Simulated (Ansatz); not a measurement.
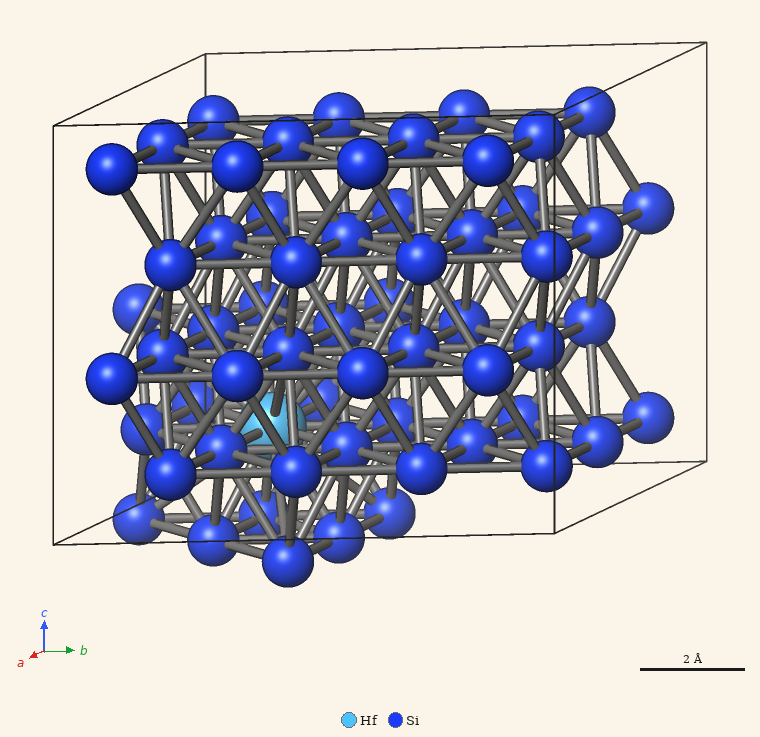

The structure (ball-and-stick view of the cell of the calculation, seen slightly off an axis; bonded neighbours outside the cell are drawn too).

**Field-gradient calculation of HfSi47 (part 1 of 2)**

The run: field-gradient calculation of HfSi47 (defect cell, 48 atoms in the cell). Method and program: DFT, PBE, plane waves, PAW, no spin polarisation (Ansatz 0.2.0).

The structure derives from an entry of the Crystallography Open Database.

**Output**
```
Hf: output.efg is read without spin–orbit coupling, which moves field gradients at and beside such atoms by some per cent and up to a factor of two; PAW files take it under magnetization.noncollinear and magnetization.spin_orbit
Engine: ansatz 0.2.0, x86_64-unknown-linux-gnu
Pseudopotentials: kind: paw
Pseudopotential: Hf, paw, valence charge 26, recommended cutoff 420 eV (normal), Hf.paw.azcp
Pseudopotential: Si, paw, valence charge 4, recommended cutoff 420 eV (normal), Si.paw.azcp
Functional definition: PBE
  parameter kappa = 0.804
  parameter beta = 0.06672455060314922
  exchange = pbe_x(kappa = kappa, mu = beta*pi^2/3)
  correlation = pbe_c(beta = beta)
Crystal: 48 atoms, lattice volume = 515.468 Å³
Basis set: ecut = 420 eV, 10095 PW (Γ), exchange–correlation on 100×144×120 points (8 copies of the dense FFT grid, shifted against one another)
Bands: 155, of which v1, the nominal top of the filled ones, is band 107 counted from 1 (106 counted from 0)
Symmetry: 2 space group operations
Space group: Pm (ITA 6), of the structure as read, at distance tolerance 8.0e-5 Å
k-points: 8 of 12 (time reversal used)
Non-local potential: Hf, projectors of the file, l = 0: 3, l = 1: 2, l = 2: 2, l = 3: 3
Non-local potential: Si, projectors of the file, l = 0: 2, l = 1: 2, l = 2: 2
PAW form: soft (Blöchl's): semilocal exchange-correlation on the pseudo side does not see the compensation charge
PAW one-centre angular grid: Hf, 590 points (default); XC on 64 Gauss nodes
PAW one-centre angular grid: Si, 110 points (default); XC on 64 Gauss nodes
Initial density: superposition of atomic densities (neutral atoms: chi_scale 0, normalization atom), corrected by the library's trained network
Initial wavefunctions: pseudopotential atomic-orbital guess
Functional: x = pbe(κ = 0.804, μ = 0.2195149727645171), c = pbe(β = 0.06672455060314922)
SCF iter   1: F=—  HF=-45559.627573 eV  |F-HF|=—  |Δ(HF+E_count)|=         —  Δρ=7.10e-3  dr2=2.64e-1  ethr=1.77e-3  ⟨swp⟩=11.6  Hψ=7098  notcnv=0
preconditioner: auto → Resta (q_TF=auto, 2.356 Å⁻¹)  ε∞=6.6  [insulator: Δε(μ)=0.042 eV  Ē_g=9.881 eV  σ=0.010 eV  W_gap=0.61  n_scr=116 (ndim 8)  ℏωp=23.5 eV  f_vac=0.000  D(μ)=12.97/eV (n_scr^D=86)  ε∞_Penn≈6.6]
iter 2 solved again at ethr=7.21e-6 eV; its pass at ethr=1.23e-4 eV (dr2=1.54e-2 eV) is discarded
SCF iter   2: F=—  HF=-45559.603993 eV  |F-HF|=—  |Δ(HF+E_count)|=   2.36e-2  Δρ=1.15e-3  dr2=1.64e-2  ethr=7.21e-6  ⟨swp⟩=8.1  Hψ=5912  notcnv=0  defer=8
SCF iter   3: F=—  HF=-45559.599329 eV  |F-HF|=—  |Δ(HF+E_count)|=   4.66e-3  Δρ=2.87e-4  dr2=2.52e-3  ethr=7.21e-6  ⟨swp⟩=6.2  Hψ=3014  notcnv=0  defer=4
SCF iter   4: F=—  HF=-45559.598922 eV  |F-HF|=—  |Δ(HF+E_count)|=   4.08e-4  Δρ=7.99e-5  dr2=1.96e-4  ethr=1.18e-6  ⟨swp⟩=3.8  Hψ=2315  notcnv=0  defer=3
SCF iter   5: F=—  HF=-45559.598899 eV  |F-HF|=—  |Δ(HF+E_count)|=   2.29e-5  Δρ=3.11e-5  dr2=3.20e-5  ethr=9.18e-8  ⟨swp⟩=3.2  Hψ=2273  notcnv=0  defer=2
SCF iter   6: F=—  HF=-45559.598895 eV  |F-HF|=—  |Δ(HF+E_count)|=   3.45e-6  Δρ=1.32e-5  dr2=6.17e-6  ethr=1.50e-8  ⟨swp⟩=3.1  Hψ=2213  notcnv=0  defer=1
SCF iter   7: F=—  HF=-45559.598894 eV  |F-HF|=—  |Δ(HF+E_count)|=   8.78e-7  Δρ=1.40e-6  dr2=5.74e-8  ethr=2.89e-9  ⟨swp⟩=3.0  Hψ=2127  notcnv=0
SCF iter   8: F=-45559.598894 eV  HF=-45559.598894 eV  |F-HF|=4.26e-9  |Δ(HF+E_count)|=   5.21e-8  Δρ=3.52e-7  dr2=2.88e-9  ethr=2.68e-11  ⟨swp⟩=4.8  Hψ=3312  notcnv=0
SCF 1 converged in 8 iterations: F = -45559.598894 eV  dr2 = 2.88e-9
  Residual-converged pass: ⟨swp⟩=2.0  Hψ=1891  notcnv=0  max |occ|·‖R‖ = 5.8e-6 eV (tolerance 6.7e-6 eV)  dr2=2.93e-9  dr2_onsite=1.96e-9  max |Δocc| = 5.4e-11
  greatest PAW one-centre occupation: 0.998 electrons in one spin orbital (limit 2), on the Hf atom at site 0 (counted from 0), in its partial waves of l = 0
SCF converged after 8 iterations
Stability not checked: this state was not tested for a lower state beside it, because a direct minimisation reached the state, and no test of it is asked (direct_minimisation; see scf.lower_state_search)
Free energy (F): -45559.598894 eV
Harris-Foulkes:  -45559.598894 eV  (|F-HF|=4.26e-9)
Internal energy: -45559.595141 eV  (E = F + TS)
E sigma→0 (E₀):  -45559.597018 eV
Entropy (-TS):   -0.003753 eV (-0.078 meV/atom)
Fermi energy:    15.917886 eV
--- Per-component energies (eV) ---
  E_band       = 1635.136483
  E_kinetic    = 2743.156754
  E_local      = -8431.003544  (includes V_loc(G=0)·N_el)
  E_nonlocal   = -11.484233
  E_hartree    = 4374.864356
  E_xc         = -3078.566360
  E_vxc        = -2708.172125  (∫ρ·V_xc dr)
  E_paw        = -31033.530464  (= ΣΔE_a)
  E_vpaw       = 1292.913490  (= ΣTr[D̂ρ^β])
  E_aug_tail   = 0.000305  (compensation charges beyond the density's cutoff)
  E_ewald      = -10123.031955
  E_smearing   = -0.003753  (= −TS)
  E_closure    = -0.000000  (closes the sum)
  Σ components = -45559.598894   (vs F -45559.598894, Δ=0.00e0)
--- Forces (eV/Å), atoms counted from 1 ---
  atom   1  Hf     0.34090386     0.03943159     0.00000000
  atom   2  Si     0.04671363     0.02058290     0.00000000
  atom   3  Si    -0.79511451     1.24085237     0.00000000
  atom   4  Si    -0.20994342    -0.12726585     0.00000000
  atom   5  Si    -0.02502613    -0.01685862     0.00000000
  atom   6  Si    -0.21235697    -0.07060506     0.00000000
  atom   7  Si     0.57830281    -1.42535466     0.00000000
  atom   8  Si     0.00337421     0.05199517     0.00000000
  atom   9  Si     1.22635892     0.02499605     0.00000000
  atom  10  Si    -0.18131912     0.11152108     0.00000000
  atom  11  Si     0.55995293     1.14036052     0.00000000
  atom  12  Si     0.13074975    -0.15731883     0.00000000
  atom  13  Si    -0.08192800    -0.38914524     0.00000000
  atom  14  Si     0.06314687     0.01953880     0.00000000
  atom  15  Si    -0.13456469     0.12727040     0.00000000
  atom  16  Si    -0.01673252     0.00261716     0.00000000
  atom  17  Si    -1.35471937     0.08343812     0.00000000
  atom  18  Si     0.02230939     0.22173215     0.00000000
  atom  19  Si     0.13513791    -0.18570049     0.00000000
  atom  20  Si     0.07841446    -0.10667262     0.00000000
  atom  21  Si     0.10017829     0.42719954     0.00000000
  atom  22  Si     0.00852233     0.07565798     0.00000000
  atom  23  Si    -0.54159563    -1.22004607     0.00000000
  atom  24  Si     0.01643325     0.07218551     0.00000000
  atom  25  Si     0.38649238    -0.21100837     0.69769471
  atom  26  Si     0.38649238    -0.21100837    -0.69769471
  atom  27  Si     0.03820549     0.47594703     0.70844158
  atom  28  Si     0.03820549     0.47594703    -0.70844158
  atom  29  Si    -0.01690423    -0.18681306    -0.06739572
  atom  30  Si    -0.01690423    -0.18681306     0.06739572
  atom  31  Si    -0.16181602     0.14140260    -0.08565737
  atom  32  Si    -0.16181602     0.14140260     0.08565737
  atom  33  Si    -0.02142639     0.14521356    -0.14251923
  atom  34  Si    -0.02142639     0.14521356     0.14251923
  atom  35  Si     0.17792787     0.05910225     0.18330567
  atom  36  Si     0.17792787     0.05910225    -0.18330567
  atom  37  Si    -0.07131663    -0.12438139     0.01300267
  atom  38  Si    -0.07131663    -0.12438139    -0.01300267
  atom  39  Si     0.13927967     0.07095269    -0.00504861
  atom  40  Si     0.13927967     0.07095269     0.00504861
  atom  41  Si    -0.35044570    -0.33145485     0.81238370
  atom  42  Si    -0.35044570    -0.33145485    -0.81238370
  atom  43  Si    -0.16218062     0.15557844     0.04857228
  atom  44  Si    -0.16218062     0.15557844    -0.04857228
  atom  45  Si     0.12149735    -0.00727029     0.03556816
  atom  46  Si     0.12149735    -0.00727029    -0.03556816
  atom  47  Si     0.04207991    -0.16747515     0.11837905
  atom  48  Si     0.04207991    -0.16747515    -0.11837905
  max |Σ_I F_I| component: 1.55e-5 eV/Å
--- Stress (GPa, compression-positive) ---
       56.155745       1.775025       0.000000
        1.775025      55.845065       0.000000
        0.000000       0.000000      49.661644
  P = ⅓ Tr σ = 53.8875 GPa (538.875 kbar)
--- PAW observables at the nuclei: V_zz in 10²¹ V/m², potentials from the cell's mean, atoms counted from 1 ---
  atom   1  Hf V_zz =    +6.769139   η = 0.2623   by run symmetry: allowed   C_q = +550.7733 MHz
            electrostatic potential = -14182.747178 V   contact ρ = 7528672.169435 e/Å³
  atom   2  Si V_zz =    -0.359079   η = 0.9268   by run symmetry: allowed
            electrostatic potential = -1368.307971 V   contact ρ = 12812.729103 e/Å³
  atom   3  Si V_zz =    -2.635583   η = 0.1742   by run symmetry: allowed
            electrostatic potential = -1368.556128 V   contact ρ = 12812.961094 e/Å³
  atom   4  Si V_zz =    +0.681605   η = 0.6429   by run symmetry: allowed
            electrostatic potential = -1368.291568 V   contact ρ = 12813.807881 e/Å³
  atom   5  Si V_zz =    -0.976927   η = 0.7955   by run symmetry: allowed
            electrostatic potential = -1368.344636 V   contact ρ = 12813.751754 e/Å³
  atom   6  Si V_zz =    +0.670809   η = 0.4313   by run symmetry: allowed
            electrostatic potential = -1368.322114 V   contact ρ = 12813.992191 e/Å³
  atom   7  Si V_zz =    -2.878185   η = 0.0781   by run symmetry: allowed
            electrostatic potential = -1368.575281 V   contact ρ = 12812.811427 e/Å³
  atom   8  Si V_zz =    -0.623735   η = 0.9866   by run symmetry: allowed
            electrostatic potential = -1368.286601 V   contact ρ = 12813.778667 e/Å³
  atom   9  Si V_zz =    -2.845062   η = 0.4195   by run symmetry: allowed
            electrostatic potential = -1368.503941 V   contact ρ = 12813.017753 e/Å³
  atom  10  Si V_zz =    +0.709232   η = 0.3619   by run symmetry: allowed
            electrostatic potential = -1368.292952 V   contact ρ = 12813.896014 e/Å³
  atom  11  Si V_zz =    -2.680758   η = 0.3792   by run symmetry: allowed
            electrostatic potential = -1368.485717 V   contact ρ = 12813.275286 e/Å³
  atom  12  Si V_zz =    +0.690764   η = 0.5363   by run symmetry: allowed
            electrostatic potential = -1368.289833 V   contact ρ = 12813.803524 e/Å³
  atom  13  Si V_zz =    +0.716595   η = 0.5401   by run symmetry: allowed
            electrostatic potential = -1368.366252 V   contact ρ = 12813.714875 e/Å³
  atom  14  Si V_zz =    -0.546219   η = 0.8267   by run symmetry: allowed
            electrostatic potential = -1368.251965 V   contact ρ = 12813.716668 e/Å³
  atom  15  Si V_zz =    +1.157148   η = 0.4051   by run symmetry: allowed
            electrostatic potential = -1368.411973 V   contact ρ = 12813.516490 e/Å³
  atom  16  Si V_zz =    +0.791708   η = 0.4947   by run symmetry: allowed
            electrostatic potential = -1368.154575 V   contact ρ = 12813.168190 e/Å³
  atom  17  Si V_zz =    -2.644547   η = 0.3162   by run symmetry: allowed
            electrostatic potential = -1368.505325 V   contact ρ = 12813.040644 e/Å³
  atom  18  Si V_zz =    +0.643421   η = 0.3567   by run symmetry: allowed
            electrostatic potential = -1368.313463 V   contact ρ = 12813.866619 e/Å³
  atom  19  Si V_zz =    +1.128830   η = 0.5174   by run symmetry: allowed
            electrostatic potential = -1368.303691 V   contact ρ = 12813.093648 e/Å³
  atom  20  Si V_zz =    +0.818973   η = 0.6951   by run symmetry: allowed
            electrostatic potential = -1368.223323 V   contact ρ = 12813.627514 e/Å³
  atom  21  Si V_zz =    +0.741589   η = 0.5082   by run symmetry: allowed
            electrostatic potential = -1368.326220 V   contact ρ = 12813.704872 e/Å³
  atom  22  Si V_zz =    -0.645786   η = 0.5541   by run symmetry: allowed
            electrostatic potential = -1368.308330 V   contact ρ = 12813.774124 e/Å³
  atom  23  Si V_zz =    -2.808488   η = 0.1540   by run symmetry: allowed
            electrostatic potential = -1368.454854 V   contact ρ = 12812.942692 e/Å³
  atom  24  Si V_zz =    -0.448814   η = 0.8405   by run symmetry: allowed
            electrostatic potential = -1368.296248 V   contact ρ = 12813.932826 e/Å³
  atom  25  Si V_zz =    -2.259336   η = 0.2704   by run symmetry: allowed
            electrostatic potential = -1368.442759 V   contact ρ = 12812.604081 e/Å³
  atom  26  Si V_zz =    -2.259336   η = 0.2704   by run symmetry: allowed
            electrostatic potential = -1368.442759 V   contact ρ = 12812.604081 e/Å³
  atom  27  Si V_zz =    -2.156944   η = 0.2244   by run symmetry: allowed
            electrostatic potential = -1368.450375 V   contact ρ = 12812.786121 e/Å³
  atom  28  Si V_zz =    -2.156944   η = 0.2244   by run symmetry: allowed
            electrostatic potential = -1368.450375 V   contact ρ = 12812.786121 e/Å³
  atom  29  Si V_zz =    +0.571001   η = 0.9315   by run symmetry: allowed
            electrostatic potential = -1368.271852 V   contact ρ = 12813.476013 e/Å³
  atom  30  Si V_zz =    +0.571001   η = 0.9315   by run symmetry: allowed
            electrostatic potential = -1368.271852 V   contact ρ = 12813.476013 e/Å³
  atom  31  Si V_zz =    -0.487541   η = 0.6288   by run symmetry: allowed
            electrostatic potential = -1368.247113 V   contact ρ = 12813.446458 e/Å³
  atom  32  Si V_zz =    -0.487541   η = 0.6288   by run symmetry: allowed
            electrostatic potential = -1368.247113 V   contact ρ = 12813.446458 e/Å³
  atom  33  Si V_zz =    +0.438716   η = 0.8838   by run symmetry: allowed
            electrostatic potential = -1368.215650 V   contact ρ = 12813.027901 e/Å³
  atom  34  Si V_zz =    +0.438716   η = 0.8838   by run symmetry: allowed
            electrostatic potential = -1368.215650 V   contact ρ = 12813.027901 e/Å³
  atom  35  Si V_zz =    +0.422417   η = 0.1781   by run symmetry: allowed
            electrostatic potential = -1368.339869 V   contact ρ = 12813.852596 e/Å³
  atom  36  Si V_zz =    +0.422417   η = 0.1781   by run symmetry: allowed
            electrostatic potential = -1368.339869 V   contact ρ = 12813.852596 e/Å³
  atom  37  Si V_zz =    -0.570621   η = 0.3481   by run symmetry: allowed
            electrostatic potential = -1368.262602 V   contact ρ = 12813.235166 e/Å³
  atom  38  Si V_zz =    -0.570621   η = 0.3481   by run symmetry: allowed
            electrostatic potential = -1368.262602 V   contact ρ = 12813.235166 e/Å³
  atom  39  Si V_zz =    +0.321326   η = 0.8185   by run symmetry: allowed
            electrostatic potential = -1368.225034 V   contact ρ = 12813.359633 e/Å³
  atom  40  Si V_zz =    +0.321326   η = 0.8185   by run symmetry: allowed
            electrostatic potential = -1368.225034 V   contact ρ = 12813.359633 e/Å³
  atom  41  Si V_zz =    -2.285290   η = 0.2106   by run symmetry: allowed
            electrostatic potential = -1368.441188 V   contact ρ = 12812.850332 e/Å³
  atom  42  Si V_zz =    -2.285290   η = 0.2106   by run symmetry: allowed
            electrostatic potential = -1368.441188 V   contact ρ = 12812.850332 e/Å³
  atom  43  Si V_zz =    +0.220273   η = 0.8026   by run symmetry: allowed
            electrostatic potential = -1368.368572 V   contact ρ = 12813.946136 e/Å³
  atom  44  Si V_zz =    +0.220273   η = 0.8026   by run symmetry: allowed
            electrostatic potential = -1368.368572 V   contact ρ = 12813.946136 e/Å³
  atom  45  Si V_zz =    -0.630434   η = 0.3881   by run symmetry: allowed
            electrostatic potential = -1368.321111 V   contact ρ = 12813.235135 e/Å³
  atom  46  Si V_zz =    -0.630434   η = 0.3881   by run symmetry: allowed
            electrostatic potential = -1368.321111 V   contact ρ = 12813.235135 e/Å³
  atom  47  Si V_zz =    -0.347807   η = 0.6281   by run symmetry: allowed
            electrostatic potential = -1368.357812 V   contact ρ = 12814.122478 e/Å³
  atom  48  Si V_zz =    -0.347807   η = 0.6281   by run symmetry: allowed
            electrostatic potential = -1368.357812 V   contact ρ = 12814.122478 e/Å³
--- Band table (eV; the first three rows and the last of 8) ---
```
